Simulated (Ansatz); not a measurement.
# WSi$_{2}$: one change and its effect

System: WSi$_{2}$ (I4/mmm, 3 atoms in the cell).
Method of run 1: Kohn-Sham DFT of a periodic cell, LDA, all-electron LAPW, scalar-relativistic, no spin polarisation (Ansatz 0.2.0).

The structure derives from an entry of the Crystallography Open Database. Text and figures count atoms from 1; the logs count them from 0 in places.

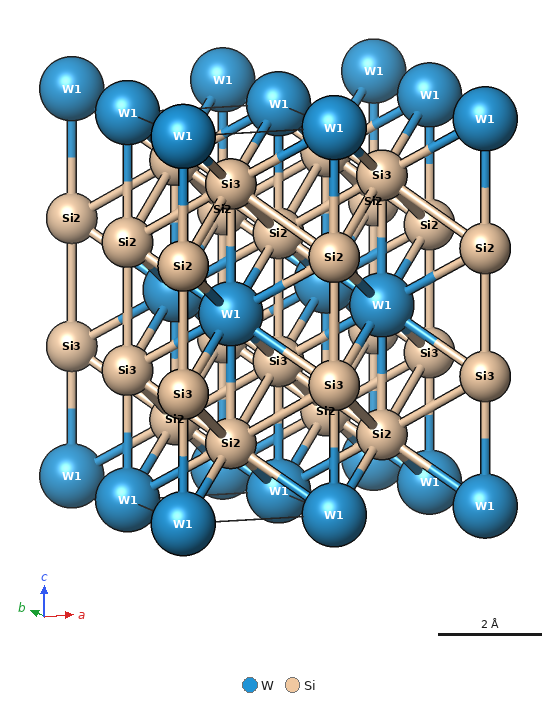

**Figure 1.** The structure (ball-and-stick view of the cell 2 times as large as that of the calculation, set on its symmetry axes, repeated 2 × 2 × 1, seen slightly off an axis; atoms are numbered from 1 in the order of the input). Near neighbours in the crystal (not all of them lie inside the picture): W has 10 Si at 2.56 to 2.57 Å; Si has 5 Si at 2.54 to 2.58 Å and 5 W at 2.56 to 2.57 Å.

## Input, run 1
```yaml
crystal:
  lattice:
    - [-1.5740969181, 1.5740969181, 3.8350306363]
    - [1.5740969181, -1.5740969181, 3.8350306363]
    - [1.5740969181, 1.5740969181, -3.8350306363]
  atoms:
    - { symbol: W, position: [0.0, 0.0, 0.0] }
    - { symbol: Si, position: [0.6653, 0.6653, 0.0] }
    - { symbol: Si, position: [0.3347, 0.3347, 0.0] }
kpoints:
  mp_grid: { grid: [12, 12, 12] }
scf:
  occupations: { method: fermi_dirac, width: 0.05 }
hamiltonian:
  xc: lda
  pseudopotentials: { kind: all_electron, lapw: { basis_error: 0.002 } }
output:
  forces: true
  stress: true
  eigenvalues: true
```

Launched with:
```bash
ansatz run input.yaml --threads 2 --pin off --max-ram 6144MiB --backend cpu --events-out ev --progress --plain --runs-dir out
```

Hardware: 2 threads of AMD EPYC (Zen 5), 32 GiB of memory available, shared host.

## Output, shortened to warnings, some set-up lines, iterations and results (run 1)
```
Basis set: ecut = 231.01886382650142 eV, 309 PW (Γ), FFT grids on a1+a3, a2+a3, a3, exchange–correlation at level 2
Symmetry: 16 space group operations
k-points: 163 of 1728
Initial density: superposition of atomic densities (chi_scale 0.1, normalization cell, long waves kept (reshape's long-wave potential 0.00 eV rms))
[...]
SCF iter   1: F=—  HF=-454679.276846 eV  |F-HF|=—  |Δ(HF+E_count)|=         —  Δρ=2.83e-2  dr2=2.37e-1  ethr=3.82e-4  ⟨swp⟩=2.6  Hψ=40253  notcnv=0
SCF iter   2: F=—  HF=-454679.092584 eV  |F-HF|=—  |Δ(HF+E_count)|=   1.84e-1  Δρ=1.21e-2  dr2=3.53e-2  ethr=3.82e-4  ⟨swp⟩=2.2  Hψ=18444  notcnv=0  defer=1
SCF iter   3: F=—  HF=-454679.076531 eV  |F-HF|=—  |Δ(HF+E_count)|=   1.61e-2  Δρ=3.76e-3  dr2=4.46e-3  ethr=5.70e-5  ⟨swp⟩=2.0  Hψ=18050  notcnv=0
SCF iter   4: F=—  HF=-454679.067444 eV  |F-HF|=—  |Δ(HF+E_count)|=         —  Δρ=1.89e-3  dr2=2.57e-3  ethr=7.19e-6  ⟨swp⟩=2.1  Hψ=17333  notcnv=0
SCF iter   5: F=—  HF=-454679.066360 eV  |F-HF|=—  |Δ(HF+E_count)|=   1.08e-3  Δρ=6.49e-4  dr2=1.11e-4  ethr=1.78e-7  ⟨swp⟩=2.0  Hψ=29859  notcnv=0
SCF iter   6: F=—  HF=-454679.066326 eV  |F-HF|=—  |Δ(HF+E_count)|=   3.47e-5  Δρ=1.47e-4  dr2=7.06e-6  ethr=1.78e-7  ⟨swp⟩=2.0  Hψ=17293  notcnv=0
SCF iter   7: F=—  HF=-454679.066324 eV  |F-HF|=—  |Δ(HF+E_count)|=   1.11e-6  Δρ=2.64e-5  dr2=2.02e-7  ethr=1.14e-8  ⟨swp⟩=2.0  Hψ=17293  notcnv=0
SCF iter   8: F=-454679.066324 eV  HF=-454679.066324 eV  |F-HF|=6.40e-10  |Δ(HF+E_count)|=   1.08e-8  Δρ=2.84e-6  dr2=1.88e-9  ethr=3.25e-10  ⟨swp⟩=2.0  Hψ=17293  notcnv=0
SCF 1 converged in 8 iterations: F = -454679.066324 eV  dr2 = 1.88e-9
SCF converged after 8 iterations
Free energy (F): -454679.066324 eV
Harris-Foulkes:  -454679.066324 eV  (|F-HF|=6.40e-10)
Internal energy: -454679.064532 eV  (E = F + TS)
E sigma→0 (E₀):  -454679.065428 eV
Entropy (-TS):   -0.001792 eV (-0.597 meV/atom)
Fermi energy:    21.721939 eV
--- Per-component energies (eV) ---
  E_band       = -3437.095095
  E_kinetic    = 507233.917598
  E_xc         = -9664.193592
  E_electrostatic = -952248.788539  (all electrons and nuclei)
  E_smearing   = -0.001792  (= −TS)
  E_closure    = 0.000000  (closes the sum)
  E_atoms      = -454653.241671  (free atoms, spherical and without spin; not in F)
  Σ components = -454679.066324   (vs F -454679.066324, Δ=0.00e0)
  Basis errors (estimates in eV, not in F): energy 6.6e-4 per atom: plane waves 5.8e-4 (3.0e-4 summed), levels above the bands 1.7e-73, relativity 7.1e-9, radial functions 8.6e-5, core shells 5.2e-7; eigenvalues (radial functions only) 4.2e-6; not estimated: angular momenta, meshes, grids; target …
--- Forces (eV/Å), atoms counted from 1 ---
  atom   1  W      0.00000000     0.00000000     0.00000000
  atom   2  Si     0.00000000     0.00000000     0.11623911
  atom   3  Si     0.00000000     0.00000000    -0.11623911
  max |Σ_I F_I| component: 2.78e-17 eV/Å
--- Stress (GPa, compression-positive) ---
        8.863257       0.000000       0.000000
        0.000000       8.863257      -0.000000
        0.000000      -0.000000      10.901239
  P = ⅓ Tr σ = 9.5426 GPa (95.426 kbar)
```

Run 2 used a changed input.

## The two runs side by side

| quantity | run 1 | run 2 |
| --- | --- | --- |
| outcome | converged | converged |
| free energy per atom (eV) | −151559.6888 | −151610.3892 |
| energy per atom, smearing taken to zero (eV) | −151559.6885 | −151610.3889 |
| gap on the mesh (eV) | 0.00 | 0.00 |
| pressure (GPa) | 9.54 | 14.00 |
| largest force (eV/Å) | 0.116 | 0.193 |
| SCF iterations | 8 | 9 |
| irreducible k-points | 163 | 163 |
| plane waves at Γ | 309 | 309 |
| wall time (shared host) | 7.3 s | 7.9 s |

Which change of the input explains these differences?

The change (lines with − go, lines with + come):
```diff
-  xc: lda
+  xc: pbesol
```

The total energies belong to different methods, so their difference says nothing on which is more stable or more accurate. The pressure goes from 9.54 to 14.00 GPa. The largest force goes from 0.116 to 0.193 eV/Å. The functional changes from LDA to PBEsol. Along LDA, PBEsol, PBE and RPBE the binding weakens and the preferred volume grows, so the same cell is under more pressure with the later ones. The SCF takes 9 iterations against 8.

## Output, shortened to warnings, some set-up lines, iterations and results (run 2)
```
Basis set: ecut = 230.69785330644754 eV, 309 PW (Γ), FFT grids on a1+a3, a2+a3, a3, exchange–correlation at level 2
Symmetry: 16 space group operations
k-points: 163 of 1728
Initial density: superposition of atomic densities (chi_scale 0.1, normalization cell, long waves kept (reshape's long-wave potential 0.00 eV rms))
[...]
SCF iter   1: F=—  HF=-454831.370826 eV  |F-HF|=—  |Δ(HF+E_count)|=         —  Δρ=2.82e-2  dr2=2.22e-1  ethr=3.58e-4  ⟨swp⟩=2.7  Hψ=40329  notcnv=0
SCF iter   2: F=—  HF=-454831.249028 eV  |F-HF|=—  |Δ(HF+E_count)|=   1.22e-1  Δρ=2.11e-2  dr2=2.37e-1  ethr=3.58e-4  ⟨swp⟩=2.0  Hψ=18411  notcnv=0
SCF iter   3: F=—  HF=-454831.189299 eV  |F-HF|=—  |Δ(HF+E_count)|=   5.97e-2  Δρ=1.12e-2  dr2=5.07e-2  ethr=3.58e-4  ⟨swp⟩=2.0  Hψ=18183  notcnv=0
SCF iter   4: F=—  HF=-454831.169624 eV  |F-HF|=—  |Δ(HF+E_count)|=   1.97e-2  Δρ=4.07e-3  dr2=9.58e-3  ethr=8.17e-5  ⟨swp⟩=2.0  Hψ=17436  notcnv=0
SCF iter   5: F=—  HF=-454831.169438 eV  |F-HF|=—  |Δ(HF+E_count)|=         —  Δρ=9.19e-4  dr2=6.84e-4  ethr=1.10e-6  ⟨swp⟩=2.0  Hψ=29883  notcnv=0
SCF iter   6: F=—  HF=-454831.167701 eV  |F-HF|=—  |Δ(HF+E_count)|=   1.74e-3  Δρ=4.07e-4  dr2=6.45e-5  ethr=1.10e-6  ⟨swp⟩=2.0  Hψ=17297  notcnv=0
SCF iter   7: F=—  HF=-454831.167689 eV  |F-HF|=—  |Δ(HF+E_count)|=   1.21e-5  Δρ=1.95e-4  dr2=2.25e-5  ethr=1.04e-7  ⟨swp⟩=2.0  Hψ=17291  notcnv=0
SCF iter   8: F=—  HF=-454831.167685 eV  |F-HF|=—  |Δ(HF+E_count)|=   3.63e-6  Δρ=4.04e-5  dr2=7.21e-7  ethr=3.63e-8  ⟨swp⟩=2.0  Hψ=17291  notcnv=0
SCF iter   9: F=-454831.167685 eV  HF=-454831.167685 eV  |F-HF|=2.21e-8  |Δ(HF+E_count)|=   5.50e-8  Δρ=1.25e-5  dr2=5.60e-8  ethr=1.16e-9  ⟨swp⟩=2.0  Hψ=17293  notcnv=0
SCF 1 converged in 9 iterations: F = -454831.167685 eV  dr2 = 5.60e-8
SCF converged after 9 iterations
Free energy (F): -454831.167685 eV
Harris-Foulkes:  -454831.167685 eV  (|F-HF|=2.21e-8)
Internal energy: -454831.165914 eV  (E = F + TS)
E sigma→0 (E₀):  -454831.166800 eV
Entropy (-TS):   -0.001771 eV (-0.590 meV/atom)
Fermi energy:    21.899114 eV
--- Per-component energies (eV) ---
  E_band       = -3429.786777
  E_kinetic    = 507502.682404
  E_xc         = -9818.286289
  E_electrostatic = -952515.562029  (all electrons and nuclei)
  E_smearing   = -0.001771  (= −TS)
  E_closure    = 0.000000  (closes the sum)
  E_atoms      = -454806.133930  (free atoms, spherical and without spin; not in F)
  Σ components = -454831.167685   (vs F -454831.167685, Δ=0.00e0)
  Basis errors (estimates in eV, not in F): energy 6.6e-4 per atom: plane waves 5.7e-4 (3.0e-4 summed), levels above the bands 9.5e-74, relativity 3.7e-8, radial functions 8.4e-5, core shells 5.1e-7; eigenvalues (radial functions only) 4.2e-6; not estimated: angular momenta, meshes, grids; target …
--- Forces (eV/Å), atoms counted from 1 ---
  atom   1  W      0.00000000     0.00000000    -0.00000000
  atom   2  Si     0.00000000     0.00000000     0.19297339
  atom   3  Si     0.00000000     0.00000000    -0.19297339
  max |Σ_I F_I| component: 8.33e-17 eV/Å
--- Stress (GPa, compression-positive) ---
       13.058946      -0.000000       0.000000
       -0.000000      13.058946      -0.000000
        0.000000      -0.000000      15.890218
  P = ⅓ Tr σ = 14.0027 GPa (140.027 kbar)
```

For both runs: Spin–orbit coupling is left out, which matters for W. For run 1: The cell is under a pressure of 9.5 GPa at this level, so it is not at its equilibrium volume. For run 2: The cell is under a pressure of 14.0 GPa at this level, so it is not at its equilibrium volume.
